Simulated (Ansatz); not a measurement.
System: Ti (slab).

The calculation's input:

```
crystal:
  lattice:
    - [2.9385821062, 0.0, 0.0]
    - [-1.4692910531, 2.5448867551, 0.0]
    - [0.0, 0.0, 19.6504271808]
  atoms:
    - { symbol: Ti, position: [0.3333333333, 0.6666666667, 0.381671092] }
    - { symbol: Ti, position: [0.6666666667, 0.3333333333, 0.5] }
    - { symbol: Ti, position: [0.3333333333, 0.6666666667, 0.618328908] }
basis:
  ecutwfc: 420
kpoints:
  mp_grid: { grid: [12, 12, 1] }
hamiltonian:
  xc: pbe
scf:
  occupations: { method: gaussian, width: 0.1 }
output:
  forces: true
  eigenvalues: true
  write_density: true
  write_potential: true
  elf: true
  volumetric_format: npy
relax:
  adjacent_minimum: "off"
  f_tol: 0.02
  max_steps: 60
efield:
  axis: 3
  dipole_correction: true
```

Command:

```sh
ansatz run input.yaml --threads 1 --pin off --max-ram 2560MiB --backend cpu --events-out ev --progress --plain --runs-dir out
```

The fields are those of the relaxed geometry.

Computed without spin polarisation.

Theory: Ansatz 0.2.0, DFT PBE, scalar-relativistic, plane waves, PAW.

> Predict the valence pseudo-density and electron localisation function between the atoms.

Ti–Ti (2.94 Å): ρ is about 0.19 e/Å³ halfway; the ELF is about 0.25 at the midpoint (no localised pair shows between them).

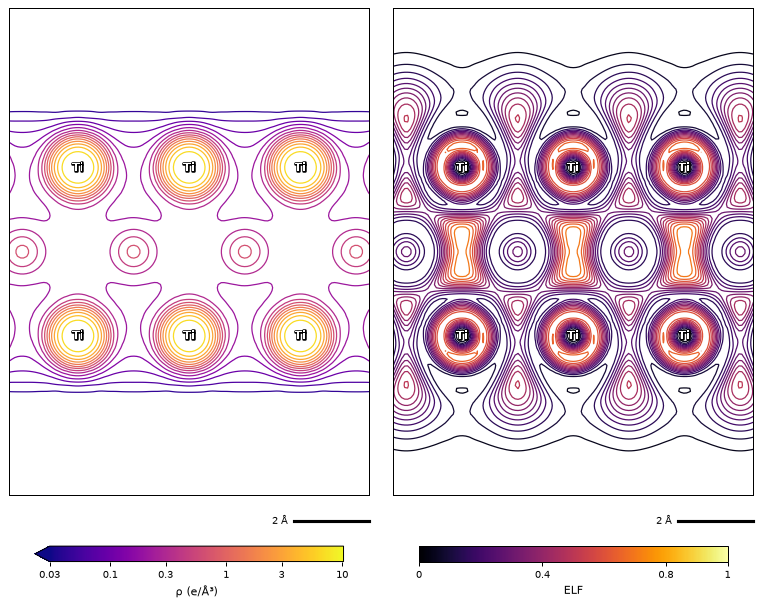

Computed valence pseudo-density and electron localisation function on the (010) plane of the calculation cell, a cut from vacuum to vacuum, in this order. Atoms just off the plane (Ti, 0.8 Å away) can leave unmarked features too.

Core electrons are frozen (PAW), and the valence fields are smoothed inside the atomic spheres.
